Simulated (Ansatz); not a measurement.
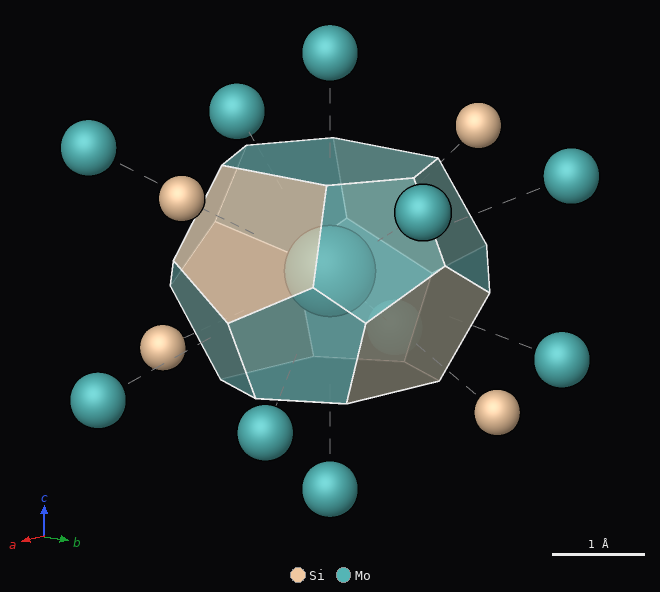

The polyhedron is the computed Voronoi (Dirichlet) cell of the central atom: each face lies in the plane that bisects the line to a neighbour. Central atom: Mo (6c) in SiMo3; faces take the colour of the neighbour behind them. Source: coordinates from a relaxation with Ansatz 0.2.0, DFT PBE, scalar-relativistic, plane waves, PAW.

SiMo3, space group Pm-3n (No. 223), a = 4.906 Å, b = 4.906 Å, c = 4.906 Å, α = 90.00°, β = 90.00°, γ = 90.00°

```json
{"site": "Si", "Wyckoff": "2a", "x": "0.5000", "y": "0.5000", "z": "0.5000"}
{"site": "Mo", "Wyckoff": "6c", "x": "0.0000", "y": "0.5000", "z": "0.2500"}
```

### Give the Voronoi index ⟨n3,n4,n5,n6,…⟩ (numbers of faces with 3, 4, 5, 6 … edges).

14 faces, index ⟨0,0,12,2⟩: the cell of a Frank–Kasper Z14 site.

### What is the volume of this Voronoi cell?

14.9 Å³, against a mean of 14.8 Å³ per atom in this structure.
